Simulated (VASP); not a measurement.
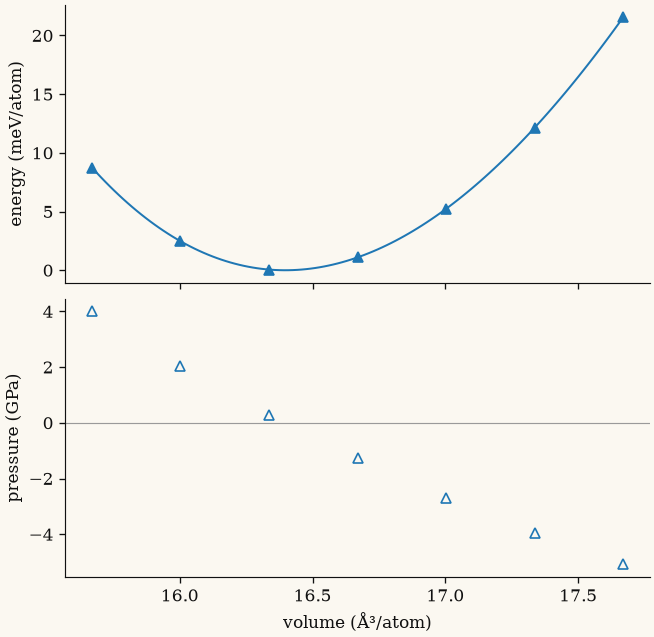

Caption: Energy and pressure against volume for Al, space group P6_3/mmc (No. 194).

A third-order Birch–Murnaghan fit gives V0 = 16.40 Å³/atom, B0 = 80 GPa and B′ = 4.4. The energy is 8.74 meV/atom at volume 15.67 Å³/atom and 21.55 meV/atom at 17.67 Å³/atom; the lowest computed point is at volume 16.34 Å³/atom (0.06 meV/atom), and no other minimum shows. The pressure falls from 4.00 GPa at volume 15.67 Å³/atom to −5.08 GPa at 17.67 Å³/atom, and changes sign near 16.40 Å³/atom.

Calculation (VASP 6.6.1): plane-wave DFT, no spin polarisation; energies at scaled volumes of the given cell, shape and fractions fixed, counted from the fit's minimum, third-order Birch-Murnaghan fit. Level: PBEsol.

| setting | value |
| --- | --- |
| k mesh | 11×11×6 |
| occupations | Fermi–Dirac |
| smearing width | 0.05 eV |
| potentials | VASP PAW PBE potentials, recommended |
| wave cutoff | 520 eV |

Cell as given: a = 2.812 Å, b = 2.812 Å, c = 4.867 Å, α = 90.00°, β = 90.00°, γ = 120.00°; 2 atoms.

Limits of the calculation: shape and atomic fractions are frozen while scaling, which makes layered, chain and framework solids too stiff.
